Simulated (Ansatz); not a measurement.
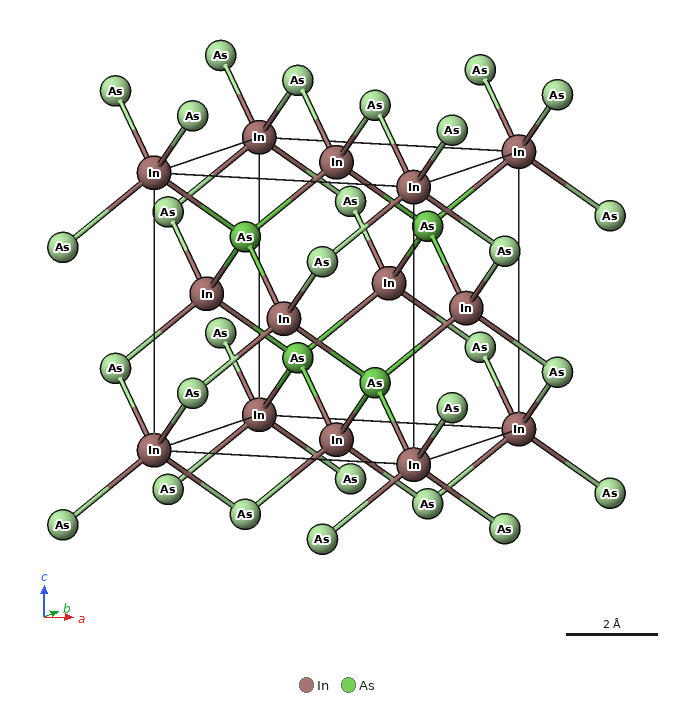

*The input geometry (ball-and-stick view of the cell 4 times as large as that of the calculation, set on its symmetry axes, seen slightly off an axis; neighbours outside the cell are drawn fainter). An atom can appear more than once, as a periodic image.*

Near neighbours in the periodic cell (some may lie outside the picture): In has 4 As at 2.69 Å; As has 4 In at 2.69 Å.

**Run report: InAs, geometry relaxation**

System: InAs (F-43m, 2 atoms in the cell).
Method: DFT, LDA, PAW with Ansatz's default frozen-core files, scalar-relativistic, no spin polarisation (Ansatz 0.2.0).

The structure was built on a prototype by a generator; it need not be a known phase. It belongs to a series of runs on one base structure; here: cell relaxed at zero pressure.

Output
```
Engine: ansatz 0.2.0, aarch64-unknown-linux-gnu
Pseudopotentials: kind: paw
Pseudopotential: In, paw, valence charge 13, recommended cutoff 420 eV (normal), In.paw.azcp
Pseudopotential: As, paw, valence charge 15, recommended cutoff 420 eV (normal), As.paw.azcp
Functional definition: SPW92
  exchange = slater_x
  correlation = pw_c
Crystal: 2 atoms, lattice volume = 60.000 Å³
Basis set: ecut = 420 eV, 1211 PW (Γ)
Bands: 18, of which v1, the nominal top of the filled ones, is band 14 counted from 1 (13 counted from 0)
Symmetry: 24 space group operations
Space group: F-43m (ITA 216), of the structure as read, at distance tolerance 3.9e-5 Å
k-points: 56 of 1331 (time reversal used)
Non-local potential: In, projectors of the file, l = 0: 2, l = 1: 2, l = 2: 2, l = 3: 2
Non-local potential: As, projectors of the file, l = 0: 2, l = 1: 2, l = 2: 3, l = 3: 1
PAW form: soft (Blöchl's): semilocal exchange-correlation on the pseudo side does not see the compensation charge
PAW frozen core: In, regenerated for the run's functional, and the local potential with it (the file was generated under x = pbe(κ = 0.804, μ = 0.2195149727645171), c = pbe(β = 0.06672455060314922))
PAW frozen core: As, regenerated for the run's functional, and the local potential with it (the file was generated under x = pbe(κ = 0.804, μ = 0.2195149727645171), c = pbe(β = 0.06672455060314922))
PAW one-centre angular grid: In, 590 points (default); XC on 64 Gauss nodes
PAW one-centre angular grid: As, 590 points (default); XC on 64 Gauss nodes
Initial density: superposition of atomic densities (neutral atoms: chi_scale 0, normalization atom), corrected by the library's trained network
Initial wavefunctions: pseudopotential atomic-orbital guess
Functional: x = slater, c = lda
SCF iter   1: F=—  HF=-10231.175328 eV  |F-HF|=—  |Δ(HF+E_count)|=         —  Δρ=6.80e-3  dr2=2.62e-2  ethr=1.77e-3  ⟨swp⟩=5.9  Hψ=5028  notcnv=0
preconditioner: auto → none  [insulator: Δε(μ)=0.520 eV  Ē_g=14.221 eV  σ=0.080 eV  W_gap=0.89  n_scr=14 (ndim 8)  ℏωp=20.3 eV  f_vac=0.126  D(μ)=0.03/eV (n_scr^D=0)  ε∞_Penn≈3.0]
SCF iter   2: F=—  HF=-10231.165839 eV  |F-HF|=—  |Δ(HF+E_count)|=   9.49e-3  Δρ=2.47e-3  dr2=1.89e-3  ethr=9.36e-5  ⟨swp⟩=2.9  Hψ=2136  notcnv=0
SCF iter   3: F=—  HF=-10231.165532 eV  |F-HF|=—  |Δ(HF+E_count)|=   3.08e-4  Δρ=7.95e-4  dr2=3.36e-4  ethr=6.75e-6  ⟨swp⟩=2.0  Hψ=1783  notcnv=0
SCF iter   4: F=—  HF=-10231.165461 eV  |F-HF|=—  |Δ(HF+E_count)|=   7.07e-5  Δρ=2.84e-4  dr2=2.53e-5  ethr=1.20e-6  ⟨swp⟩=2.9  Hψ=1812  notcnv=0
SCF iter   5: F=—  HF=-10231.165461 eV  |F-HF|=—  |Δ(HF+E_count)|=   6.13e-7  Δρ=1.54e-5  dr2=1.32e-7  ethr=9.03e-8  ⟨swp⟩=2.0  Hψ=1100  notcnv=0
SCF iter   6: F=-10231.165461 eV  HF=-10231.165461 eV  |F-HF|=6.11e-10  |Δ(HF+E_count)|=   3.01e-8  Δρ=4.53e-6  dr2=1.05e-8  ethr=3.57e-10  ⟨swp⟩=4.4  Hψ=3322  notcnv=0
SCF 1 converged in 6 iterations: F = -10231.165461 eV  dr2 = 1.05e-8
  greatest PAW one-centre occupation: 0.999 electrons in one spin orbital (limit 2), on the As atom at site 1 (counted from 0), in its partial waves of l = 2
relax step   1: F+E_penalty+E_count = -10231.16546059 eV  Δ(F+E_penalty+E_count) = +0.000e0 eV  max|allowed force component| = 9.252e-17 eV/Å  Δτ_max = 0.0000 Å  P = -4.455 GPa  Ω = 60.000 Å³  (6 SCF iters, dr2 threshold 1.00e-7 eV, accepted)
Crystal: 2 atoms, lattice volume = 52.342 Å³
Basis set: ecut = 420 eV, 965 PW (Γ)
Initial density: handed on by an earlier stage of this run
Initial wavefunctions: those handed on with the density
iter 1 solved again at ethr=6.68e-5 eV; its pass at ethr=3.10e-3 eV (dr2=1.87e-2 eV) is discarded
SCF iter   1: F=—  HF=-10231.231539 eV  |F-HF|=—  |Δ(HF+E_count)|=         —  Δρ=4.91e-3  dr2=1.88e-2  ethr=6.68e-5  ⟨swp⟩=1.0  Hψ=5967  notcnv=0
preconditioner: auto → none  [insulator: Δε(μ)=0.939 eV  Ē_g=14.870 eV  σ=0.080 eV  W_gap=0.90  n_scr=14 (ndim 8)  ℏωp=21.8 eV  f_vac=0.046  D(μ)=0.02/eV (n_scr^D=0)  ε∞_Penn≈3.1]
SCF iter   2: F=—  HF=-10231.226481 eV  |F-HF|=—  |Δ(HF+E_count)|=   5.06e-3  Δρ=2.04e-3  dr2=1.86e-3  ethr=6.68e-5  ⟨swp⟩=2.0  Hψ=1423  notcnv=0
SCF iter   3: F=—  HF=-10231.226176 eV  |F-HF|=—  |Δ(HF+E_count)|=   3.04e-4  Δρ=7.49e-4  dr2=2.75e-4  ethr=6.65e-6  ⟨swp⟩=2.0  Hψ=1783  notcnv=0
SCF iter   4: F=—  HF=-10231.226147 eV  |F-HF|=—  |Δ(HF+E_count)|=   2.91e-5  Δρ=1.63e-4  dr2=7.43e-6  ethr=9.83e-7  ⟨swp⟩=3.0  Hψ=1793  notcnv=0
SCF iter   5: F=—  HF=-10231.226150 eV  |F-HF|=—  |Δ(HF+E_count)|=   2.73e-6  Δρ=2.77e-5  dr2=1.96e-7  ethr=7.14e-10  ⟨swp⟩=3.0  Hψ=4125  notcnv=0
SCF iter   6: F=-10231.226150 eV  HF=-10231.226150 eV  |F-HF|=3.18e-8  |Δ(HF+E_count)|=   9.48e-8  Δρ=8.20e-6  dr2=3.03e-8  ethr=7.02e-10  ⟨swp⟩=2.9  Hψ=3931  notcnv=0
SCF 2 converged in 6 iterations: F = -10231.226150 eV  dr2 = 3.03e-8
relax step   2: F+E_penalty+E_count = -10231.22614984 eV  Δ(F+E_penalty+E_count) = -6.069e-2 eV  max|allowed force component| = 3.065e-17 eV/Å  Δτ_max = 0.0000 Å  P = +2.956 GPa  Ω = 52.342 Å³  energy of the carried Pulay correction = +1.164e-3 eV  (6 SCF iters, dr2 threshold 2.00e-7 eV, accepted)
Crystal: 2 atoms, lattice volume = 55.149 Å³
Basis set: ecut = 420 eV, 1067 PW (Γ)
iter 1 solved again at ethr=1.21e-5 eV; its pass at ethr=3.10e-3 eV (dr2=3.38e-3 eV) is discarded
SCF iter   1: F=—  HF=-10231.246881 eV  |F-HF|=—  |Δ(HF+E_count)|=         —  Δρ=1.97e-3  dr2=3.39e-3  ethr=1.21e-5  ⟨swp⟩=1.6  Hψ=6066  notcnv=0
preconditioner: auto → none  [insulator: Δε(μ)=0.747 eV  Ē_g=14.635 eV  σ=0.080 eV  W_gap=0.91  n_scr=14 (ndim 8)  ℏωp=21.2 eV  f_vac=0.103  D(μ)=0.02/eV (n_scr^D=0)  ε∞_Penn≈3.1]
SCF iter   2: F=—  HF=-10231.246028 eV  |F-HF|=—  |Δ(HF+E_count)|=   8.52e-4  Δρ=8.32e-4  dr2=3.51e-4  ethr=1.21e-5  ⟨swp⟩=2.0  Hψ=1218  notcnv=0
SCF iter   3: F=—  HF=-10231.245974 eV  |F-HF|=—  |Δ(HF+E_count)|=   5.41e-5  Δρ=3.28e-4  dr2=5.78e-5  ethr=1.25e-6  ⟨swp⟩=2.0  Hψ=1782  notcnv=0
SCF iter   4: F=—  HF=-10231.245975 eV  |F-HF|=—  |Δ(HF+E_count)|=   5.33e-7  Δρ=6.30e-5  dr2=1.28e-6  ethr=2.06e-7  ⟨swp⟩=3.0  Hψ=1796  notcnv=0
SCF iter   5: F=-10231.245975 eV  HF=-10231.245975 eV  |F-HF|=1.19e-8  |Δ(HF+E_count)|=   2.00e-7  Δρ=1.14e-5  dr2=3.70e-8  ethr=7.14e-10  ⟨swp⟩=4.7  Hψ=3361  notcnv=0
SCF 3 converged in 5 iterations: F = -10231.245975 eV  dr2 = 3.70e-8
relax step   3: F+E_penalty+E_count = -10231.24597504 eV  Δ(F+E_penalty+E_count) = -1.983e-2 eV  max|allowed force component| = 2.046e-17 eV/Å  Δτ_max = 0.0000 Å  P = -0.474 GPa  Ω = 55.149 Å³  energy of the carried Pulay correction = +7.191e-4 eV  (5 SCF iters, dr2 threshold 2.00e-7 eV, accepted)
Crystal: 2 atoms, lattice volume = 54.729 Å³
iter 1 solved again at ethr=2.94e-7 eV; its pass at ethr=3.10e-3 eV (dr2=8.22e-5 eV) is discarded
SCF iter   1: F=—  HF=-10231.246714 eV  |F-HF|=—  |Δ(HF+E_count)|=         —  Δρ=2.82e-4  dr2=6.74e-5  ethr=2.94e-7  ⟨swp⟩=2.5  Hψ=5718  notcnv=0
preconditioner: auto → none  [insulator: Δε(μ)=0.780 eV  Ē_g=14.666 eV  σ=0.080 eV  W_gap=0.91  n_scr=14 (ndim 8)  ℏωp=21.3 eV  f_vac=0.084  D(μ)=0.02/eV (n_scr^D=0)  ε∞_Penn≈3.1]
SCF iter   2: F=—  HF=-10231.246696 eV  |F-HF|=—  |Δ(HF+E_count)|=   1.80e-5  Δρ=1.16e-4  dr2=6.87e-6  ethr=2.41e-7  ⟨swp⟩=2.0  Hψ=1218  notcnv=0
SCF iter   3: F=—  HF=-10231.246695 eV  |F-HF|=—  |Δ(HF+E_count)|=   1.30e-6  Δρ=4.50e-5  dr2=1.09e-6  ethr=2.45e-8  ⟨swp⟩=2.0  Hψ=1787  notcnv=0
SCF iter   4: F=-10231.246694 eV  HF=-10231.246694 eV  |F-HF|=2.98e-10  |Δ(HF+E_count)|=   1.30e-7  Δρ=9.10e-6  dr2=2.59e-8  ethr=7.14e-10  ⟨swp⟩=4.4  Hψ=3342  notcnv=0
SCF 4 converged in 4 iterations: F = -10231.246694 eV  dr2 = 2.59e-8
relax step   4: F+E_penalty+E_count = -10231.24669438 eV  Δ(F+E_penalty+E_count) = -7.193e-4 eV  max|allowed force component| = 9.324e-18 eV/Å  Δτ_max = 0.0000 Å  P = -0.022 GPa  Ω = 54.729 Å³  energy of the carried Pulay correction = +7.842e-4 eV  (4 SCF iters, dr2 threshold 2.00e-7 eV, accepted)
Initial wavefunctions: pseudopotential atomic-orbital guess (no wavefunctions were taken with the density)
iter 1 solved again at ethr=2.89e-7 eV; its pass at ethr=3.10e-3 eV (dr2=8.09e-5 eV) is discarded
SCF iter   1: F=—  HF=-10231.245965 eV  |F-HF|=—  |Δ(HF+E_count)|=         —  Δρ=8.67e-5  dr2=8.75e-7  ethr=2.89e-7  ⟨swp⟩=2.0  Hψ=7278  notcnv=0
preconditioner: auto → none  [insulator: Δε(μ)=0.779 eV  Ē_g=14.666 eV  σ=0.080 eV  W_gap=0.91  n_scr=14 (ndim 8)  ℏωp=21.3 eV  f_vac=0.086  D(μ)=0.02/eV (n_scr^D=0)  ε∞_Penn≈3.1]
SCF iter   2: F=—  HF=-10231.245965 eV  |F-HF|=—  |Δ(HF+E_count)|=   3.23e-8  Δρ=4.21e-5  dr2=2.55e-7  ethr=3.12e-9  ⟨swp⟩=2.0  Hψ=1646  notcnv=0
SCF iter   3: F=—  HF=-10231.245965 eV  |F-HF|=—  |Δ(HF+E_count)|=   4.87e-8  Δρ=1.19e-5  dr2=1.61e-8  ethr=9.10e-10  ⟨swp⟩=2.0  Hψ=1243  notcnv=0
SCF iter   4: F=—  HF=-10231.245965 eV  |F-HF|=—  |Δ(HF+E_count)|=   3.33e-9  Δρ=1.12e-6  dr2=5.10e-10  ethr=5.75e-11  ⟨swp⟩=2.0  Hψ=1585  notcnv=0
SCF iter   5: F=—  HF=-10231.245965 eV  |F-HF|=—  |Δ(HF+E_count)|=  1.49e-10  Δρ=4.80e-7  dr2=8.63e-11  ethr=1.82e-12  ⟨swp⟩=2.0  Hψ=1793  notcnv=0
SCF iter   6: F=-10231.245965 eV  HF=-10231.245965 eV  |F-HF|=1.82e-12  |Δ(HF+E_count)|=  2.18e-11  Δρ=1.20e-7  dr2=2.47e-12  ethr=1.00e-12  ⟨swp⟩=6.0  Hψ=4236  notcnv=0
SCF 5 converged in 6 iterations: F = -10231.245965 eV  dr2 = 2.47e-12
relax step   5: F+E_penalty+E_count = -10231.24596454 eV  Δ(F+E_penalty+E_count) = +7.298e-4 eV  max|allowed force component| = 2.472e-17 eV/Å  Δτ_max = 0.0000 Å  P = -0.027 GPa  Ω = 54.729 Å³  stress off target by 2.66e-2 GPa  SCF on the basis re-selected at this cell (its energy is not comparable with the rows above)  (6 SCF iters)
```

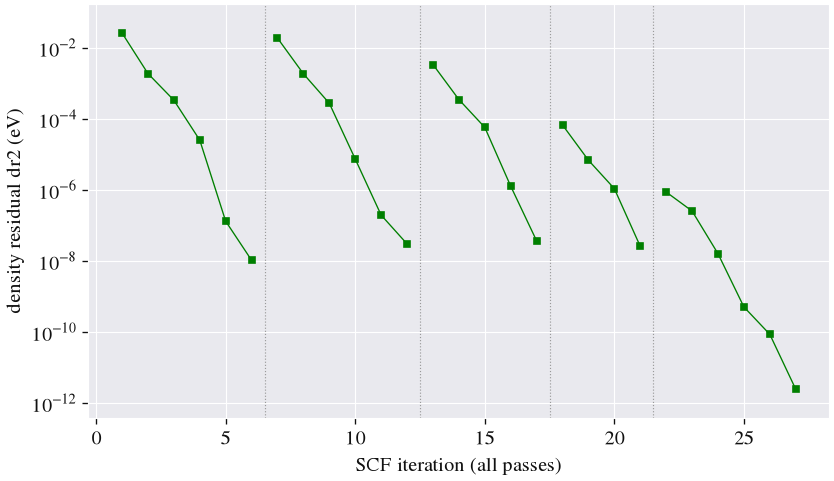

*Convergence of the self-consistent field: density residual dr2 against the SCF iteration. The dotted lines part the SCF passes of the relaxation: geometry steps, rejected trials and re-solves on a re-selected basis.*

The 5 passes take 4 to 6 iterations each, 27 in all.

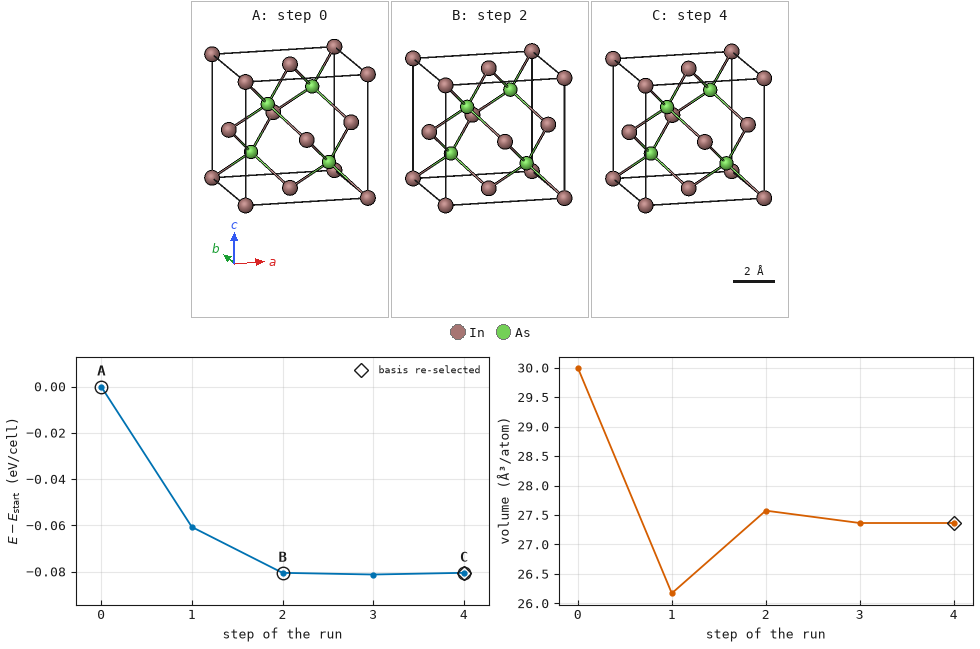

*Frames of the relaxation (ball-and-stick view of the cell 4 times as large as that of the calculation, set on its symmetry axes, seen slightly off an axis) above the curves, on which the letters mark them (the first geometry is step 0 here and step 1 in the log).*

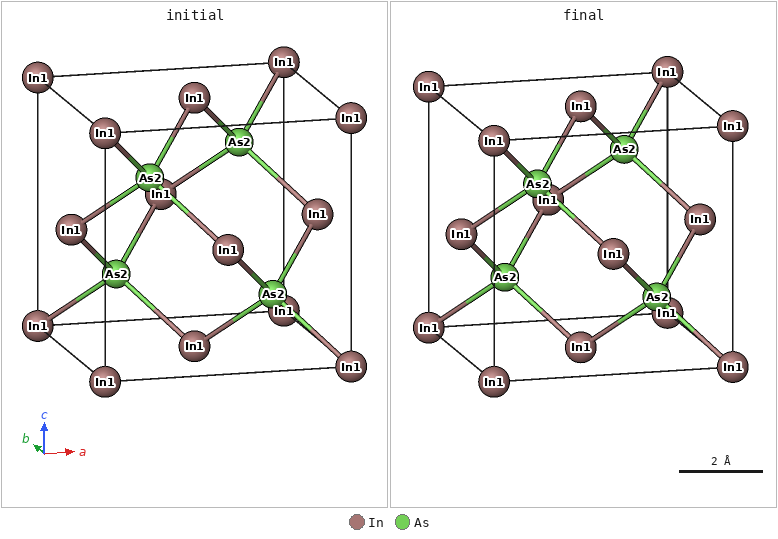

*Before (left) and after (right) the relaxation, at one scale (ball-and-stick view of the cell 4 times as large as that of the calculation, set on its symmetry axes, seen slightly off an axis).*

After 3 geometry steps the energy has fallen by 81.2 meV per cell of the calculation. All forces vanish by symmetry, so only the cell relaxes. Pressure: −4.46 GPa at the start and −0.03 GPa at the end. No atom moves by more than 0.005 Å relative to the cell. The volume changes by −8.8 %, with a = b = c 6.214 → 6.027 Å (−3.0 %). Distances before and after: In1–As2 2.691 → 2.610 Å. The space group stays F-43m (No. 216). A last SCF at the same geometry on a re-selected plane-wave basis shifts the energy by +0.7 meV per cell of the calculation. (Atoms are counted from 1 in the order of the input.)

```
basis re-selected at this cell: Δ(F+E_penalty+E_count) = +7.298e-4 eV, ΔP = -0.004 GPa vs the last step (what re-selecting the basis moved, of the pressure what is left beyond the Pulay correction that the steps carried, after the strain that the cell walked since its last selection, with what the two solves' SCF thresholds leave and, on support functions, any second-order correction that the steps lacked; it is no measure of the basis error at this ecutwfc). This SCF's stress stands 2.66e-2 GPa from its target on what of the cell is left free (relax.cell.stress_tol is 5.00e-2 GPa) and its largest allowed force component is 2.47e-17 eV/Å (relax.f_tol is 5.00e-3 eV/Å): within both
SCF converged after 6 iterations
Free energy (F): -10231.245965 eV
Harris-Foulkes:  -10231.245965 eV  (|F-HF|=1.82e-12)
Internal energy: -10231.245399 eV  (E = F + TS)
E sigma→0 (E₀):  -10231.245682 eV
Entropy (-TS):   -0.000566 eV (-0.283 meV/atom)
Fermi energy:    7.849580 eV
--- Per-component energies (eV) ---
  E_band       = -319.028430
  E_kinetic    = 348.481857
  E_local      = -3272.034193  (includes V_loc(G=0)·N_el)
  E_nonlocal   = -295.002927
  E_hartree    = 1578.927286
  E_xc         = -292.593376
  E_vxc        = -180.845036  (∫ρ·V_xc dr)
  E_paw        = -5769.760695  (= ΣΔE_a)
  E_vpaw       = -77.482704  (= ΣTr[D̂ρ^β])
  E_aug_tail   = 0.000036  (compensation charges beyond the density's cutoff)
  E_ewald      = -2531.623152
  E_core_change = 2.359766  (= ΣΔE_core)
  E_smearing   = -0.000566  (= −TS)
  E_closure    = -0.000000  (closes the sum)
  Σ components = -10231.245965   (vs F -10231.245965, Δ=0.00e0)
--- Forces (eV/Å), atoms counted from 1 ---
  atom   1  In     0.00000000     0.00000000    -0.00000000
  atom   2  As    -0.00000000    -0.00000000     0.00000000
  max |Σ_I F_I| component: 4.54e-17 eV/Å
--- Stress (GPa, compression-positive) ---
       -0.026641      -0.000000      -0.000000
       -0.000000      -0.026641       0.000000
       -0.000000       0.000000      -0.026641
  P = ⅓ Tr σ = -0.0266 GPa (-0.266 kbar)
--- Relaxed structure (4 steps of the walk, 4 accepted, 1 SCFs on fresh bases) ---
  F+E_penalty+E_count = -10231.24596454 eV   max|allowed force component| = 2.472e-17 eV/Å   (the final SCF, on the basis selected at the relaxed cell)
  cell:  # Å, volume = 54.7291 Å³
    - [-1.4288681846952462e-33, 3.0134416478697763, 3.0134416478697763]
    - [3.0134416478697763, 4.814044502874762e-33, 3.0134416478697763]
    - [3.0134416478697763, 3.0134416478697763, 4.1516461650051714e-33]
  atoms:
    - { symbol: In, position: [-1.8659213921778345e-33, 1.6386534579056553e-33, 1.8323477200694444e-33] }
    - { symbol: As, position: [0.25, 0.25, 0.25] }
```

Trajectory as extended XYZ (Å, eV, eV/Å), 5 frames, from step=1 to step=5
```
2
Lattice="0.0000 3.1072 3.1072 3.1072 0.0000 3.1072 3.1072 3.1072 0.0000" Properties=species:S:1:pos:R:3:forces:R:3 step=1 energy=-10231.16546 pressure_GPa=-4.46
In    0.0000    0.0000    0.0000    0.0000   0.0000   0.0000
As    1.5536    1.5536    1.5536    0.0000   0.0000   0.0000
2
Lattice="0.0000 2.9690 2.9690 2.9690 0.0000 2.9690 2.9690 2.9690 0.0000" Properties=species:S:1:pos:R:3:forces:R:3 step=2 energy=-10231.22615 pressure_GPa=2.96
In    0.0000    0.0000    0.0000    0.0000   0.0000   0.0000
As    1.4845    1.4845    1.4845    0.0000   0.0000   0.0000
2
Lattice="0.0000 3.0211 3.0211 3.0211 0.0000 3.0211 3.0211 3.0211 0.0000" Properties=species:S:1:pos:R:3:forces:R:3 step=3 energy=-10231.24597 pressure_GPa=-0.47
In    0.0000    0.0000    0.0000    0.0000   0.0000   0.0000
As    1.5106    1.5106    1.5106    0.0000   0.0000   0.0000
2
Lattice="0.0000 3.0134 3.0134 3.0134 0.0000 3.0134 3.0134 3.0134 0.0000" Properties=species:S:1:pos:R:3:forces:R:3 step=4 energy=-10231.24669 pressure_GPa=-0.02
In    0.0000    0.0000    0.0000    0.0000   0.0000   0.0000
As    1.5067    1.5067    1.5067    0.0000   0.0000   0.0000
2
Lattice="0.0000 3.0134 3.0134 3.0134 0.0000 3.0134 3.0134 3.0134 0.0000" Properties=species:S:1:pos:R:3:forces:R:3 step=5 energy=-10231.24597 pressure_GPa=-0.03
In    0.0000    0.0000    0.0000    0.0000   0.0000   0.0000
As    1.5067    1.5067    1.5067    0.0000   0.0000   0.0000
```

The run was set up as follows.

Input
```yaml
crystal:
  lattice:
    - [0.0, 3.107232506, 3.107232506]
    - [3.107232506, 0.0, 3.107232506]
    - [3.107232506, 3.107232506, 0.0]
  atoms:
    - { symbol: In, position: [0.0, 0.0, 0.0] }
    - { symbol: As, position: [0.25, 0.25, 0.25] }
kpoints:
  mp_grid: { grid: [11, 11, 11] }
scf:
  occupations: { method: fermi_dirac, width: 0.08 }
hamiltonian:
  xc: lda
  pseudopotentials: { kind: paw }
output:
  forces: true
  stress: true
relax:
  f_tol: 0.005
  max_steps: 40
  cell: {}
```

Launch command:
```bash
ansatz run input.yaml --threads 1 --pin off --max-ram 2048MiB --backend cpu --events-out ev --progress --plain --runs-dir out
```

Summary

| quantity | value |
| --- | --- |
| outcome | converged |
| space group (tolerance 0.01 Å) | F-43m (216) |
| electrons treated | 28 |
| free energy | −10231.2460 eV |
| Fermi energy | 7.850 eV |
| pressure | −0.03 GPa |
| final volume | 54.73 Å³ |
| largest force (length of the vector) at the end | under 0.001 eV/Å |
| final cell | a = 4.262 Å, b = 4.262 Å, c = 4.262 Å, α = 60.00°, β = 60.00°, γ = 60.00° |
| hardware | 1 thread of Arm Neoverse V1, 112 GiB of memory available, shared host |
| wall time | 26 s |
| peak memory | 0.37 GiB |
